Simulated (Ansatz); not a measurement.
## Geometry relaxation, with input and output: Rh

Rh (1 atom in the cell), computed with DFT PBE, scalar-relativistic, plane waves, PAW, no spin polarisation (Ansatz 0.2.0).

The structure derives from a Materials Project entry. Figures and captions count atoms from 1; the log counts them from 0 in places.

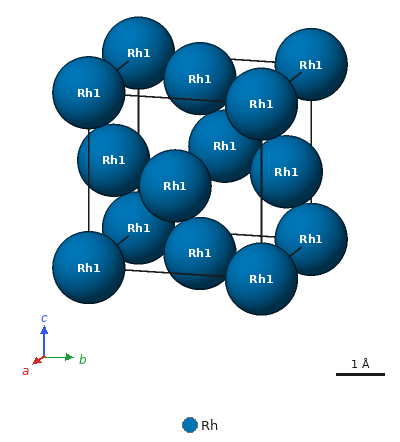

Figure 1. The input geometry (spheres-only view of the cell 4 times as large as that of the calculation, set on its symmetry axes, seen slightly off an axis; atoms are numbered from 1 in the order of the input). An atom can appear more than once, as a periodic image.

Key numbers

```json
{"quantity": "outcome", "value": "converged"}
{"quantity": "space group (tolerance 0.01 Å)", "value": "Fm-3m (225)"}
{"quantity": "electrons treated", "value": "17"}
{"quantity": "free energy", "value": "−6402.8922 eV"}
{"quantity": "Fermi energy", "value": "21.791 eV"}
{"quantity": "gap on the k-point mesh", "value": "none (metallic)"}
{"quantity": "pressure", "value": "0.00 GPa"}
{"quantity": "final volume", "value": "14.04 Å³"}
{"quantity": "largest force (length of the vector) at the end", "value": "under 0.001 eV/Å"}
{"quantity": "final cell", "value": "a = 2.708 Å, b = 2.708 Å, c = 2.708 Å, α = 60.00°, β = 60.00°, γ = 60.00°"}
{"quantity": "hardware", "value": "1 thread of Arm Neoverse V1, 24 GiB of memory available, shared host"}
{"quantity": "wall time", "value": "11 s"}
{"quantity": "peak memory", "value": "0.3 GiB"}
```

The input
```yaml
crystal:
  lattice:
    - [0.0, 1.9029860865, 1.9029860865]
    - [1.9029860865, 0.0, 1.9029860865]
    - [1.9029860865, 1.9029860865, 0.0]
  atoms:
    - { symbol: Rh, position: [0.0, 0.0, 0.0] }
basis:
  ecutwfc: 420
kpoints:
  mp_grid: { grid: [18, 18, 18] }
hamiltonian:
  xc: pbe
scf:
  occupations: { method: gaussian, width: 0.1 }
output:
  forces: true
  stress: true
  eigenvalues: true
relax:
  adjacent_minimum: "off"
  f_tol: 0.005
  max_steps: 80
  cell: { stress_tol: 0.05 }
```

Command:
```bash
ansatz run input.yaml --threads 1 --pin off --max-ram 2560MiB --backend cpu --events-out ev --progress --plain --runs-dir out
```

The program's output
```
Engine: ansatz 0.2.0, aarch64-unknown-linux-gnu
Pseudopotentials: kind: paw
Pseudopotential: Rh, paw, valence charge 17, recommended cutoff 420 eV (normal), Rh.paw.azcp
Functional definition: PBE
  parameter kappa = 0.804
  parameter beta = 0.06672455060314922
  exchange = pbe_x(kappa = kappa, mu = beta*pi^2/3)
  correlation = pbe_c(beta = beta)
Crystal: 1 atoms, lattice volume = 13.783 Å³
Basis set: ecut = 420 eV, 283 PW (Γ), exchange–correlation on 36×36×36 points (8 copies of the dense FFT grid, shifted against one another)
Bands: 13, of which v1, the nominal top of the filled ones, is band 9 counted from 1 (8 counted from 0)
Symmetry: 48 space group operations
Space group: Fm-3m (ITA 225), of the structure as read, at distance tolerance 2.4e-5 Å
k-points: 195 of 5832
Non-local potential: Rh, projectors of the file, l = 0: 3, l = 1: 2, l = 2: 2, l = 3: 1
PAW form: soft (Blöchl's): semilocal exchange-correlation on the pseudo side does not see the compensation charge
PAW one-centre angular grid: Rh, 590 points (default); XC on 64 Gauss nodes
Initial density: superposition of atomic densities (neutral atoms: chi_scale 0, normalization atom), corrected by the library's trained network
Initial wavefunctions: pseudopotential atomic-orbital guess
Functional: x = pbe(κ = 0.804, μ = 0.2195149727645171), c = pbe(β = 0.06672455060314922)
SCF iter   1: F=—  HF=-6402.887931 eV  |F-HF|=—  |Δ(HF+E_count)|=         —  Δρ=2.71e-3  dr2=2.48e-4  ethr=1.77e-3  ⟨swp⟩=4.9  Hψ=14032  notcnv=0
preconditioner: auto → none  [metal: Δε(μ)=0.008 eV  Ē_g=13.993 eV  σ=0.100 eV  W_gap=0.05  n_scr=0 (ndim 8)  ℏωp=30.0 eV  f_vac=0.000  D(μ)=1.39/eV (n_scr^D=14)]
SCF iter   2: F=—  HF=-6402.888043 eV  |F-HF|=—  |Δ(HF+E_count)|=   1.12e-4  Δρ=1.40e-3  dr2=5.28e-5  ethr=1.46e-6  ⟨swp⟩=2.8  Hψ=5835  notcnv=0
SCF iter   3: F=—  HF=-6402.888073 eV  |F-HF|=—  |Δ(HF+E_count)|=   3.03e-5  Δρ=6.44e-4  dr2=1.16e-5  ethr=3.11e-7  ⟨swp⟩=2.0  Hψ=3388  notcnv=0
SCF iter   4: F=—  HF=-6402.888086 eV  |F-HF|=—  |Δ(HF+E_count)|=   1.23e-5  Δρ=6.47e-5  dr2=2.22e-7  ethr=6.84e-8  ⟨swp⟩=2.3  Hψ=3679  notcnv=0
iter 5 did not close the SCF: its close was put off for the readings that it lacked (scf_convergence_deferred on its scf_iter line)
SCF iter   5: F=-6402.888086 eV  HF=-6402.888086 eV  |F-HF|=1.29e-9  |Δ(HF+E_count)|=   4.01e-8  Δρ=1.01e-5  dr2=3.62e-9  ethr=1.31e-9  ⟨swp⟩=2.5  Hψ=3601  notcnv=0
SCF iter   6: F=-6402.888086 eV  HF=-6402.888086 eV  |F-HF|=1.06e-10  |Δ(HF+E_count)|=  8.91e-10  Δρ=1.78e-6  dr2=2.03e-10  ethr=2.13e-11  ⟨swp⟩=1.9  Hψ=8319  notcnv=0
SCF 1 converged in 6 iterations: F = -6402.888086 eV  dr2 = 2.03e-10
  greatest PAW one-centre occupation: 1.000 electrons in one spin orbital (limit 2), on the Rh atom at site 0 (counted from 0), in its partial waves of l = 0
relax step   1: F+E_penalty+E_count = -6402.88808564 eV  Δ(F+E_penalty+E_count) = +0.000e0 eV  max|allowed force component| = 0.000e0 eV/Å  Δτ_max = 0.0000 Å  P = +5.089 GPa  Ω = 13.783 Å³  (6 SCF iters, dr2 threshold 1.00e-7 eV, accepted)
Crystal: 1 atoms, lattice volume = 14.253 Å³
Initial density: handed on by an earlier stage of this run
Initial wavefunctions: those handed on with the density
iter 1 solved again at ethr=6.95e-6 eV; its pass at ethr=3.10e-3 eV (dr2=1.18e-3 eV) is discarded
SCF iter   1: F=—  HF=-6402.889762 eV  |F-HF|=—  |Δ(HF+E_count)|=         —  Δρ=3.30e-3  dr2=1.43e-3  ethr=6.95e-6  ⟨swp⟩=1.2  Hψ=17090  notcnv=0
preconditioner: auto → none  [metal: Δε(μ)=0.004 eV  Ē_g=13.623 eV  σ=0.100 eV  W_gap=0.02  n_scr=0 (ndim 8)  ℏωp=29.5 eV  f_vac=0.000  D(μ)=1.48/eV (n_scr^D=14)]
SCF iter   2: F=—  HF=-6402.889478 eV  |F-HF|=—  |Δ(HF+E_count)|=   2.85e-4  Δρ=1.63e-3  dr2=1.73e-4  ethr=6.95e-6  ⟨swp⟩=2.3  Hψ=3677  notcnv=0
SCF iter   3: F=—  HF=-6402.889441 eV  |F-HF|=—  |Δ(HF+E_count)|=   3.64e-5  Δρ=6.67e-4  dr2=2.10e-5  ethr=1.02e-6  ⟨swp⟩=2.7  Hψ=3857  notcnv=0
SCF iter   4: F=—  HF=-6402.889451 eV  |F-HF|=—  |Δ(HF+E_count)|=   1.02e-5  Δρ=5.78e-5  dr2=1.21e-7  ethr=1.23e-7  ⟨swp⟩=1.0  Hψ=2535  notcnv=0
SCF iter   5: F=-6402.889452 eV  HF=-6402.889452 eV  |F-HF|=2.40e-10  |Δ(HF+E_count)|=   1.64e-7  Δρ=7.39e-6  dr2=1.30e-9  ethr=5.88e-10  ⟨swp⟩=4.2  Hψ=8532  notcnv=0
SCF 2 converged in 5 iterations: F = -6402.889452 eV  dr2 = 1.30e-9
relax step   2: F+E_penalty+E_count = -6402.88945164 eV  Δ(F+E_penalty+E_count) = -1.366e-3 eV  max|allowed force component| = 0.000e0 eV/Å  Δτ_max = 0.0000 Å  P = -3.633 GPa  Ω = 14.253 Å³  energy of the carried Pulay correction = -3.305e-4 eV  (5 SCF iters, dr2 threshold 1.00e-7 eV, accepted)
Crystal: 1 atoms, lattice volume = 14.053 Å³
iter 1 solved again at ethr=1.54e-6 eV; its pass at ethr=3.10e-3 eV (dr2=2.62e-4 eV) is discarded
SCF iter   1: F=—  HF=-6402.892031 eV  |F-HF|=—  |Δ(HF+E_count)|=         —  Δρ=1.41e-3  dr2=2.56e-4  ethr=1.54e-6  ⟨swp⟩=2.0  Hψ=17054  notcnv=0
preconditioner: auto → none  [metal: Δε(μ)=0.010 eV  Ē_g=13.776 eV  σ=0.100 eV  W_gap=0.06  n_scr=0 (ndim 8)  ℏωp=29.7 eV  f_vac=0.000  D(μ)=1.43/eV (n_scr^D=14)]
SCF iter   2: F=—  HF=-6402.891979 eV  |F-HF|=—  |Δ(HF+E_count)|=   5.20e-5  Δρ=6.87e-4  dr2=2.98e-5  ethr=1.50e-6  ⟨swp⟩=2.2  Hψ=3584  notcnv=0
SCF iter   3: F=—  HF=-6402.891975 eV  |F-HF|=—  |Δ(HF+E_count)|=   4.85e-6  Δρ=2.78e-4  dr2=3.59e-6  ethr=1.75e-7  ⟨swp⟩=2.6  Hψ=3922  notcnv=0
SCF iter   4: F=-6402.891975 eV  HF=-6402.891975 eV  |F-HF|=1.71e-8  |Δ(HF+E_count)|=   8.76e-7  Δρ=2.52e-5  dr2=2.06e-8  ethr=5.88e-10  ⟨swp⟩=3.0  Hψ=9192  notcnv=0
SCF 3 converged in 4 iterations: F = -6402.891975 eV  dr2 = 2.06e-8
relax step   3: F+E_penalty+E_count = -6402.89197540 eV  Δ(F+E_penalty+E_count) = -2.524e-3 eV  max|allowed force component| = 0.000e0 eV/Å  Δτ_max = 0.0000 Å  P = -0.146 GPa  Ω = 14.053 Å³  energy of the carried Pulay correction = -1.915e-4 eV  (4 SCF iters, dr2 threshold 1.00e-7 eV, accepted)
Crystal: 1 atoms, lattice volume = 14.045 Å³
iter 1 solved again at ethr=2.68e-9 eV; its pass at ethr=3.10e-3 eV (dr2=4.56e-7 eV) is discarded
SCF iter   1: F=—  HF=-6402.891983 eV  |F-HF|=—  |Δ(HF+E_count)|=         —  Δρ=7.03e-5  dr2=4.82e-7  ethr=2.68e-9  ⟨swp⟩=2.0  Hψ=16407  notcnv=0
preconditioner: auto → none  [metal: Δε(μ)=0.010 eV  Ē_g=13.786 eV  σ=0.100 eV  W_gap=0.05  n_scr=0 (ndim 8)  ℏωp=29.7 eV  f_vac=0.000  D(μ)=1.43/eV (n_scr^D=14)]
SCF iter   2: F=—  HF=-6402.891985 eV  |F-HF|=—  |Δ(HF+E_count)|=   1.85e-6  Δρ=3.76e-5  dr2=6.79e-8  ethr=2.68e-9  ⟨swp⟩=2.0  Hψ=3410  notcnv=0
SCF iter   3: F=-6402.891985 eV  HF=-6402.891985 eV  |F-HF|=5.64e-9  |Δ(HF+E_count)|=   1.49e-9  Δρ=1.68e-5  dr2=1.27e-8  ethr=3.15e-10  ⟨swp⟩=3.9  Hψ=7188  notcnv=0
SCF 4 converged in 3 iterations: F = -6402.891985 eV  dr2 = 1.27e-8
relax step   4: F+E_penalty+E_count = -6402.89198487 eV  Δ(F+E_penalty+E_count) = -9.470e-6 eV  max|allowed force component| = 0.000e0 eV/Å  Δτ_max = 0.0000 Å  P = +0.005 GPa  Ω = 14.045 Å³  energy of the carried Pulay correction = -1.857e-4 eV  (3 SCF iters, dr2 threshold 5.36e-8 eV, accepted)
Basis set: ecut = 420 eV, 283 PW (Γ), exchange–correlation on 40×40×40 points (8 copies of the dense FFT grid, shifted against one another)
Initial wavefunctions: pseudopotential atomic-orbital guess (no wavefunctions were taken with the density)
iter 1 solved again at ethr=1.78e-8 eV; its pass at ethr=3.10e-3 eV (dr2=3.03e-6 eV) is discarded
SCF iter   1: F=—  HF=-6402.892160 eV  |F-HF|=—  |Δ(HF+E_count)|=         —  Δρ=1.99e-4  dr2=1.72e-7  ethr=1.78e-8  ⟨swp⟩=3.0  Hψ=20871  notcnv=0
SCF iter   2: F=—  HF=-6402.892168 eV  |F-HF|=—  |Δ(HF+E_count)|=   7.65e-6  Δρ=9.89e-5  dr2=4.03e-8  ethr=1.01e-9  ⟨swp⟩=2.0  Hψ=4208  notcnv=0
SCF iter   3: F=—  HF=-6402.892171 eV  |F-HF|=—  |Δ(HF+E_count)|=   2.92e-6  Δρ=1.79e-5  dr2=1.31e-8  ethr=2.37e-10  ⟨swp⟩=2.2  Hψ=3262  notcnv=0
SCF iter   4: F=—  HF=-6402.892171 eV  |F-HF|=—  |Δ(HF+E_count)|=   6.72e-8  Δρ=1.58e-6  dr2=8.52e-11  ethr=7.70e-11  ⟨swp⟩=2.4  Hψ=3783  notcnv=0
SCF iter   5: F=-6402.892171 eV  HF=-6402.892171 eV  |F-HF|=9.09e-13  |Δ(HF+E_count)|=  1.51e-10  Δρ=1.37e-7  dr2=7.54e-13  ethr=1.00e-12  ⟨swp⟩=5.0  Hψ=9920  notcnv=0
SCF 5 converged in 5 iterations: F = -6402.892171 eV  dr2 = 7.54e-13
relax step   5: F+E_penalty+E_count = -6402.89217083 eV  Δ(F+E_penalty+E_count) = -1.860e-4 eV  max|allowed force component| = 0.000e0 eV/Å  Δτ_max = 0.0000 Å  P = -0.000 GPa  Ω = 14.045 Å³  stress off target by 2.58e-4 GPa  SCF on the basis re-selected at this cell (its energy is not comparable with the rows above)  (5 SCF iters)
```

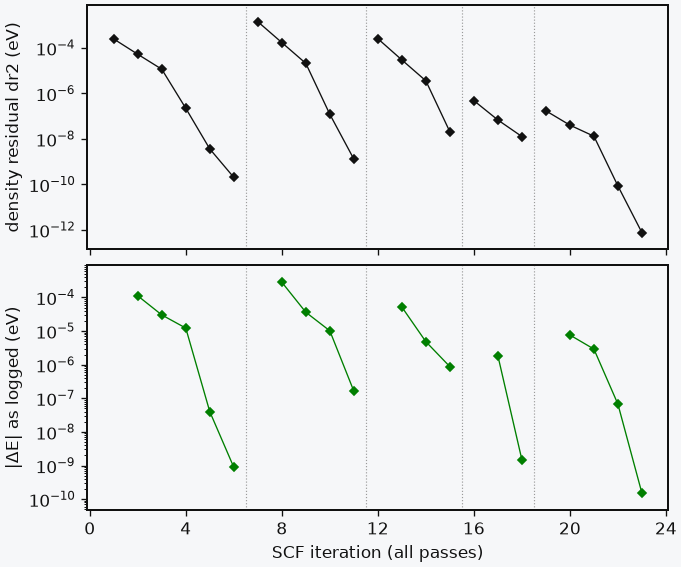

Figure 2. Convergence of the self-consistent field: density residual dr2 and size of the energy change against the SCF iteration. The dotted lines part the SCF passes of the relaxation: geometry steps, rejected trials and re-solves on a re-selected basis. The 5 passes take 3 to 6 iterations each, 23 in all.

```
basis re-selected at this cell: Δ(F+E_penalty+E_count) = -1.860e-4 eV, ΔP = -0.005 GPa vs the last step (what re-selecting the basis moved, of the pressure what is left beyond the Pulay correction that the steps carried, after the strain that the cell walked since its last selection, with what the two solves' SCF thresholds leave and, on support functions, any second-order correction that the steps lacked; it is no measure of the basis error at this ecutwfc). The dense FFT grid was sized anew with the basis: this SCF ran on 20×20×20 points, the steps before it on 18×18×18, so part of this shift can come from that change (see relax.cell in the input reference). This SCF's stress stands 2.58e-4 GPa from its target on what of the cell is left free (relax.cell.stress_tol is 5.00e-2 GPa) and its largest allowed force component is 0.00e0 eV/Å (relax.f_tol is 5.00e-3 eV/Å): within both
SCF converged after 5 iterations
Free energy (F): -6402.892171 eV
Harris-Foulkes:  -6402.892171 eV  (|F-HF|=9.09e-13)
Internal energy: -6402.885012 eV  (E = F + TS)
E sigma→0 (E₀):  -6402.888591 eV
Entropy (-TS):   -0.007159 eV (-7.159 meV/atom)
Fermi energy:    21.790969 eV
--- Per-component energies (eV) ---
  E_band       = -94.215341
  E_kinetic    = 572.782250
  E_local      = -1589.230296  (includes V_loc(G=0)·N_el)
  E_nonlocal   = 354.503915
  E_hartree    = 558.551534
  E_xc         = -221.765674
  E_vxc        = -278.388265  (∫ρ·V_xc dr)
  E_paw        = -3586.839682  (= ΣΔE_a)
  E_vpaw       = -270.986913  (= ΣTr[D̂ρ^β])
  E_aug_tail   = 0.000884  (compensation charges beyond the density's cutoff)
  E_ewald      = -2490.887943
  E_smearing   = -0.007159  (= −TS)
  E_closure    = -0.000000  (closes the sum)
  Σ components = -6402.892171   (vs F -6402.892171, Δ=0.00e0)
--- Forces (eV/Å), atoms counted from 1 ---
  atom   1  Rh    -0.00000000    -0.00000000    -0.00000000
  max |Σ_I F_I| component: 5.75e-32 eV/Å
--- Stress (GPa, compression-positive) ---
       -0.000258      -0.000000      -0.000000
       -0.000000      -0.000258      -0.000000
       -0.000000      -0.000000      -0.000258
  P = ⅓ Tr σ = -0.0003 GPa (-0.003 kbar)
--- Band table (eV; the first three rows and the last of 195) ---
  k-point 0: bands = ["-57.0347", "-24.5291", "-24.5291", "-24.5291", "13.9788", "18.8033", "18.8033", "18.8033", "20.8196", "20.8196", "37.6083", "42.8302", "42.8302"]
  k-point 1: bands = ["-57.0317", "-24.5503", "-24.5320", "-24.5320", "14.1010", "18.7500", "18.8509", "18.8509", "20.7933", "20.7933", "37.7795", "42.1748", "43.0036"]
  k-point 2: bands = ["-57.0228", "-24.6110", "-24.5402", "-24.5402", "14.4520", "18.6166", "18.9752", "18.9752", "20.7371", "20.7371", "38.2351", "40.7864", "43.5083"]
  k-point 194: bands = ["-56.8978", "-25.0114", "-24.9435", "-24.7865", "16.8713", "17.6766", "18.5685", "20.6906", "22.7372", "30.4951", "31.9677", "32.8407", "34.2430"]
--- Relaxed structure (4 steps of the walk, 4 accepted, 1 SCFs on fresh bases) ---
  F+E_penalty+E_count = -6402.89217083 eV   max|allowed force component| = 0.000e0 eV/Å   (the final SCF, on the basis selected at the relaxed cell)
  cell:  # Å, volume = 14.0448 Å³
    - [9.17166965921206e-34, 1.9149689483160621, 1.9149689483160621]
    - [1.9149689483160621, 2.2547021245562987e-33, 1.9149689483160621]
    - [1.9149689483160621, 1.9149689483160621, 1.1082434171547909e-33]
  atoms:
    - { symbol: Rh, position: [0.0, 0.0, 0.0] }
```

Trajectory as extended XYZ (Å, eV, eV/Å), 5 frames, from step=1 to step=5
```
1
Lattice="0.0000 1.9030 1.9030 1.9030 0.0000 1.9030 1.9030 1.9030 0.0000" Properties=species:S:1:pos:R:3:forces:R:3 step=1 energy=-6402.88809 pressure_GPa=5.09
Rh    0.0000    0.0000    0.0000    0.0000   0.0000   0.0000
1
Lattice="0.0000 1.9244 1.9244 1.9244 0.0000 1.9244 1.9244 1.9244 0.0000" Properties=species:S:1:pos:R:3:forces:R:3 step=2 energy=-6402.88945 pressure_GPa=-3.63
Rh    0.0000    0.0000    0.0000    0.0000   0.0000   0.0000
1
Lattice="0.0000 1.9153 1.9153 1.9153 0.0000 1.9153 1.9153 1.9153 0.0000" Properties=species:S:1:pos:R:3:forces:R:3 step=3 energy=-6402.89197 pressure_GPa=-0.15
Rh    0.0000    0.0000    0.0000    0.0000   0.0000   0.0000
1
Lattice="0.0000 1.9150 1.9150 1.9150 0.0000 1.9150 1.9150 1.9150 0.0000" Properties=species:S:1:pos:R:3:forces:R:3 step=4 energy=-6402.89199 pressure_GPa=0.00
Rh    0.0000    0.0000    0.0000    0.0000   0.0000   0.0000
1
Lattice="0.0000 1.9150 1.9150 1.9150 0.0000 1.9150 1.9150 1.9150 0.0000" Properties=species:S:1:pos:R:3:forces:R:3 step=5 energy=-6402.89217 pressure_GPa=-0.00
Rh    0.0000    0.0000    0.0000    0.0000   0.0000   0.0000
```
